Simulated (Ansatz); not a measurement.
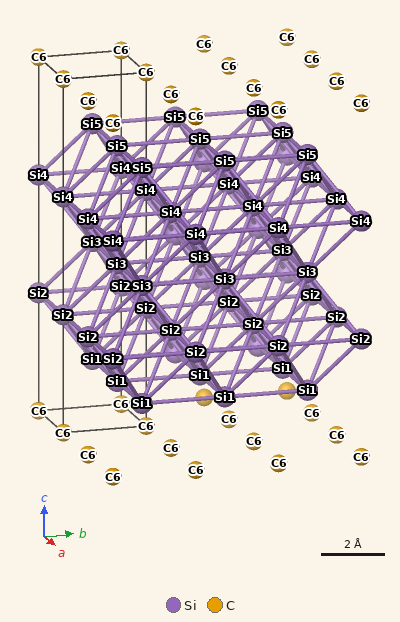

Figure 1. The structure (ball-and-stick view of the cell of the calculation, repeated 3 × 3 × 1, seen slightly off an axis; atoms are numbered from 1 in the order of the input). An atom can appear more than once, as a periodic image.

**What a change does: single-point calculation on Si5C**

System: Si5C (6 atoms in the cell).
Method of run 1: DFT PBE, scalar-relativistic, plane waves, PAW, spin-polarised (Ansatz 0.2.0).

The structure was made by a generator, so it may or may not be a known phase. Text and figures count atoms from 1; the logs count them from 0 in places.

### Input file, run 1
```yaml
crystal:
  lattice:
    - [2.7558119, 0.0, 0.0]
    - [0.0, 2.7558119, 0.0]
    - [0.0, 0.0, 11.69191969]
  atoms:
    - { symbol: Si, position: [0.5, 0.5, 0.16666667] }
    - { symbol: Si, position: [0.0, 0.0, 0.33333333] }
    - { symbol: Si, position: [0.5, 0.5, 0.5] }
    - { symbol: Si, position: [0.0, 0.0, 0.66666667] }
    - { symbol: Si, position: [0.5, 0.5, 0.83333333] }
    - { symbol: C, position: [0.0, 0.0, 0.0], spin: 1.0 }
basis:
  ecutwfc: 420
kpoints:
  mp_grid: { grid: [6, 6, 2] }
hamiltonian:
  xc: pbe
scf:
  occupations: { method: gaussian, width: 0.1 }
  lower_state_search: "off"
output:
  forces: true
  stress: true
  eigenvalues: true
  populations: true
magnetization:
  spin_polarized: true
```

Launched with:
```bash
ansatz run input.yaml --threads 1 --pin off --max-ram 2560MiB --backend cpu --events-out ev --progress --plain --runs-dir out
```

Hardware: 1 thread of Intel Xeon @ 2.50GHz (Skylake/Cascade Lake), 189 GiB of memory available, shared host.

### Output, shortened to warnings, some set-up lines, iterations and results (run 1)
```
WARN: the starting moments were not kept: the SCF closed with an absolute magnetisation of 1.7e-5 μB, where they sum to 1 μB in size (1 site). That is at most 0.1 of that sum. Measured as dr2_m measures the in/out step, that magnetisation stands 1.1e-11 eV from none, at or under the dr2_threshold of 1.0e-7 eV: it is no larger than a step whose dr2_m would equal this threshold. The system may hold …
Basis set: ecut = 420 eV, 1779 PW (Γ), exchange–correlation on 40×40×160 points (8 copies of the dense FFT grid, shifted against one another)
Symmetry: 16 space group operations
k-points: 20 of 72
Initial density: superposition of atomic densities (chi_scale 0.1, normalization cell, long waves 38 % of neutral atoms (reshape's long-wave potential 1.38 eV rms, cloud 1.87 Å wide))
[...]
SCF iter   1: F=—  HF=-3424.338186 eV  |F-HF|=—  |Δ(HF+E_count)|=         —  Δρ=4.20e-2 (↑4.20e-2 ↓2.02e-2)  dr2=4.76e1  dr2_m=1.54e-1  M=0.320 μB ∫|m|=0.376 μB  β_m=0.30  …
SCF iter   2: F=—  HF=-3422.822119 eV  |F-HF|=—  |Δ(HF+E_count)|=    1.52e0  Δρ=2.06e-2 (↑2.06e-2 ↓1.22e-2)  dr2=1.45e1  dr2_m=5.13e-2  M=0.460 μB ∫|m|=0.472 μB  β_m=0.30  …
SCF iter   3: F=—  HF=-3422.589623 eV  |F-HF|=—  |Δ(HF+E_count)|=   2.32e-1  Δρ=2.17e-2 (↑1.47e-2 ↓2.17e-2)  dr2=1.11e1  dr2_m=1.68e-2  M=0.395 μB ∫|m|=0.484 μB  β_m=0.30  …
SCF iter   4: F=—  HF=-3422.231197 eV  |F-HF|=—  |Δ(HF+E_count)|=   3.58e-1  Δρ=1.39e-2 (↑1.39e-2 ↓4.63e-3)  dr2=1.93e0  dr2_m=3.15e-2  M=0.273 μB ∫|m|=0.337 μB  β_m=0.30  …
SCF iter   5: F=—  HF=-3422.422422 eV  |F-HF|=—  |Δ(HF+E_count)|=   1.91e-1  Δρ=1.97e-2 (↑1.31e-2 ↓1.97e-2)  dr2=4.26e0  dr2_m=1.20e-2  M=0.242 μB ∫|m|=0.345 μB  β_m=0.30  …
[... 15 lines ...]
SCF iter  21: F=—  HF=-3422.191567 eV  |F-HF|=—  |Δ(HF+E_count)|=   1.01e-7  Δρ=7.56e-6 (↑7.56e-6 ↓6.47e-6)  dr2=2.84e-6  dr2_m=1.14e-9  M=-0.000 μB ∫|m|=0.000 μB  β_m=0.45  …
SCF iter  22: F=-3422.191567 eV  HF=-3422.191567 eV  |F-HF|=6.50e-10  |Δ(HF+E_count)|=   1.01e-7  Δρ=9.83e-7 (↑9.83e-7 ↓9.63e-7)  dr2=1.12e-9  dr2_m=7.09e-10  M=-0.000 μB …
SCF iter  23: F=-3422.191567 eV  HF=-3422.191567 eV  |F-HF|=4.09e-12  |Δ(HF+E_count)|=   2.52e-9  Δρ=2.66e-7 (↑2.66e-7 ↓2.57e-7)  dr2=1.27e-10  dr2_m=5.18e-11  M=-0.000 μB …
SCF iter  24: F=-3422.191567 eV  HF=-3422.191567 eV  |F-HF|=3.73e-10  |Δ(HF+E_count)|=  2.24e-10  Δρ=1.85e-7 (↑1.33e-7 ↓1.85e-7)  dr2=4.18e-10  dr2_m=8.56e-12  M=-0.000 μB …
SCF 1 converged in 24 iterations: F = -3422.191567 eV  dr2 = 4.18e-10
SCF converged after 24 iterations
Magnetization: -0.0000 μB (12.0000 up, 12.0000 down)
Absolute magnetization: 0.0000 μB (∫|ρ↑−ρ↓|, with the PAW one-centre terms)
Spin contamination: 0.0000 ħ² per cell (⟨S²⟩ above its minimum at these occupations)
Per-site moments (μB) at R_I (Å): [(-2.516686774318403e-6, 1.1367723858693188), (-1.3673191882983129e-6, 1.1367723858693188), (-1.4886095566687168e-6, 1.13677240875), (-1.3673191883134278e-6, 1.136772385869319), (-2.51668677430988e-6, 1.136772385869319), (-3.6527268842329714e-7, 1.13677240875)]
Free energy (F): -3422.191567 eV
Harris-Foulkes:  -3422.191567 eV  (|F-HF|=3.73e-10)
Internal energy: -3422.166338 eV  (E = F + TS)
E sigma→0 (E₀):  -3422.178953 eV
Entropy (-TS):   -0.025229 eV (-4.205 meV/atom)
Fermi energy:    9.032433 eV
--- Per-component energies (eV) ---
  E_band       = 86.725664
  E_kinetic    = 271.062756
  E_local      = -75.695029  (includes V_loc(G=0)·N_el)
  E_nonlocal   = 154.186656
  E_hartree    = 19.695133
  E_xc         = -321.298917
  E_vxc        = -289.514338  (∫ρ·V_xc dr)
  E_paw        = -2656.996790  (= ΣΔE_a)
  E_vpaw       = -12.704644  (= ΣTr[D̂ρ^β])
  E_aug_tail   = 0.000040  (compensation charges beyond the density's cutoff)
  E_ewald      = -813.120188
  E_smearing   = -0.025229  (= −TS)
  E_closure    = -0.000000  (closes the sum)
  Σ components = -3422.191567   (vs F -3422.191567, Δ=0.00e0)
--- Forces (eV/Å), atoms counted from 1 ---
  atom   1  Si     0.00000000     0.00000000    -1.23908049
  atom   2  Si    -0.00000000     0.00000000    -0.07652676
  atom   3  Si     0.00000000    -0.00000000     0.00000000
  atom   4  Si     0.00000000     0.00000000     0.07652676
  atom   5  Si    -0.00000000     0.00000000     1.23908049
  atom   6  C     -0.00000000     0.00000000     0.00000000
  max |Σ_I F_I| component: 8.95e-30 eV/Å
--- Stress (GPa, compression-positive) ---
       -6.458878       0.000000       0.000000
        0.000000      -6.458878       0.000000
        0.000000       0.000000     -13.591469
  P = ⅓ Tr σ = -8.8364 GPa (-88.364 kbar)
--- Löwdin populations: 6 sites ---
  site symbol       q [e]    m [muB]
     0     Si      3.7087    -0.0000
     1     Si      3.8959    -0.0000
     2     Si      3.8986    -0.0000
     3     Si      3.8959    -0.0000
     4     Si      3.7087    -0.0000
     5      C      4.3811    -0.0000
  spilling = 0.021293 (of n_electrons = 24.000000)
```

For run 2 the input was changed thus:
```diff
-    - { symbol: C, position: [0.0, 0.0, 0.0], spin: 1.0 }
+    - { symbol: C, position: [0.0, 0.0, 0.0] }
-  populations: true
-magnetization:
-  spin_polarized: true
```

Predict how the results change.

The energy is the same within 0.01 meV per atom. The SCF takes 8 iterations against 24. On the same kind of shared host run 2 took about 0.22 times as long. The two runs start from different initial densities, which also moves the count.

### Output, shortened to warnings, some set-up lines, iterations and results (run 2)
```
Basis set: ecut = 420 eV, 1779 PW (Γ), exchange–correlation on 40×40×160 points (8 copies of the dense FFT grid, shifted against one another)
Symmetry: 16 space group operations
k-points: 20 of 72
Initial density: superposition of atomic densities (neutral atoms: chi_scale 0, normalization atom), corrected by the library's trained network
[...]
SCF iter   1: F=—  HF=-3422.191774 eV  |F-HF|=—  |Δ(HF+E_count)|=         —  Δρ=3.02e-3  dr2=2.30e-2  ethr=1.77e-3  ⟨swp⟩=6.8  Hψ=4768  notcnv=0  defer=15
SCF iter   2: F=—  HF=-3422.191979 eV  |F-HF|=—  |Δ(HF+E_count)|=   2.06e-4  Δρ=1.95e-3  dr2=1.30e-2  ethr=9.58e-5  ⟨swp⟩=1.0  Hψ=640  notcnv=0  defer=17
SCF iter   3: F=—  HF=-3422.191884 eV  |F-HF|=—  |Δ(HF+E_count)|=   9.57e-5  Δρ=9.90e-4  dr2=5.61e-3  ethr=5.41e-5  ⟨swp⟩=1.1  Hψ=388  notcnv=0  defer=17
SCF iter   4: F=—  HF=-3422.191560 eV  |F-HF|=—  |Δ(HF+E_count)|=   3.24e-4  Δρ=5.28e-4  dr2=1.03e-3  ethr=2.34e-5  ⟨swp⟩=1.0  Hψ=385  notcnv=0  defer=17
SCF iter   5: F=—  HF=-3422.191627 eV  |F-HF|=—  |Δ(HF+E_count)|=   6.73e-5  Δρ=3.22e-4  dr2=1.66e-3  ethr=4.27e-6  ⟨swp⟩=1.4  Hψ=396  notcnv=0  defer=17
SCF iter   6: F=—  HF=-3422.191537 eV  |F-HF|=—  |Δ(HF+E_count)|=   9.04e-5  Δρ=8.71e-5  dr2=6.86e-5  ethr=4.27e-6  ⟨swp⟩=1.1  Hψ=387  notcnv=0  defer=17
SCF iter   7: F=—  HF=-3422.191568 eV  |F-HF|=—  |Δ(HF+E_count)|=   3.10e-5  Δρ=2.87e-5  dr2=8.77e-6  ethr=2.86e-7  ⟨swp⟩=1.0  Hψ=385  notcnv=0  defer=17
SCF iter   8: F=-3422.191567 eV  HF=-3422.191567 eV  |F-HF|=6.07e-8  |Δ(HF+E_count)|=   2.90e-7  Δρ=3.41e-6  dr2=6.63e-8  ethr=4.17e-10  ⟨swp⟩=8.4  Hψ=2378  notcnv=0
SCF 1 converged in 8 iterations: F = -3422.191567 eV  dr2 = 6.63e-8
SCF converged after 8 iterations
Free energy (F): -3422.191567 eV
Harris-Foulkes:  -3422.191567 eV  (|F-HF|=6.07e-8)
Internal energy: -3422.166338 eV  (E = F + TS)
E sigma→0 (E₀):  -3422.178953 eV
Entropy (-TS):   -0.025229 eV (-4.205 meV/atom)
Fermi energy:    9.032437 eV
--- Per-component energies (eV) ---
  E_band       = 86.725735
  E_kinetic    = 271.062231
  E_local      = -75.693832  (includes V_loc(G=0)·N_el)
  E_nonlocal   = 154.186639
  E_hartree    = 19.694377
  E_xc         = -321.298869
  E_vxc        = -289.514273  (∫ρ·V_xc dr)
  E_paw        = -2656.996737  (= ΣΔE_a)
  E_vpaw       = -12.704547  (= ΣTr[D̂ρ^β])
  E_aug_tail   = 0.000040  (compensation charges beyond the density's cutoff)
  E_ewald      = -813.120188
  E_smearing   = -0.025229  (= −TS)
  E_closure    = -0.000000  (closes the sum)
  Σ components = -3422.191567   (vs F -3422.191567, Δ=0.00e0)
--- Forces (eV/Å), atoms counted from 1 ---
  atom   1  Si    -0.00000000     0.00000000    -1.23898667
  atom   2  Si    -0.00000000     0.00000000    -0.07649522
  atom   3  Si     0.00000000     0.00000000     0.00000000
  atom   4  Si     0.00000000     0.00000000     0.07649522
  atom   5  Si     0.00000000     0.00000000     1.23898667
  atom   6  C     -0.00000000     0.00000000     0.00000000
  max |Σ_I F_I| component: 2.22e-16 eV/Å
--- Stress (GPa, compression-positive) ---
       -6.458932       0.000000      -0.000000
        0.000000      -6.458932      -0.000000
       -0.000000      -0.000000     -13.591570
  P = ⅓ Tr σ = -8.8365 GPa (-88.365 kbar)
```

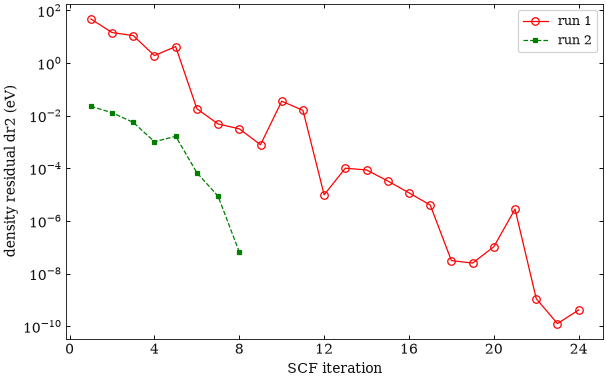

Figure 2. Convergence of the two runs: density residual dr2 against the SCF iteration. Run 1 takes 24 iterations in all, and run 2 takes 8.

### The two runs side by side

| quantity | run 1 | run 2 |
| --- | --- | --- |
| outcome | converged | converged |
| free energy per atom (eV) | −570.3653 | −570.3653 |
| energy per atom, smearing taken to zero (eV) | −570.3632 | −570.3632 |
| gap on the mesh (eV) | 0.00 | 0.00 |
| net moment of the cell (μB) | 0.00 | – |
| absolute moment of the cell (μB) | 0.00 | – |
| pressure (GPa) | −8.84 | −8.84 |
| largest force (eV/Å) | 1.239 | 1.239 |
| SCF iterations | 24 | 8 |
| irreducible k-points | 20 | 20 |
| plane waves at Γ | 1779 | 1779 |
| wall time (shared host) | 25 s | 5.5 s |

For run 1: Warnings: some starting moments were not kept.
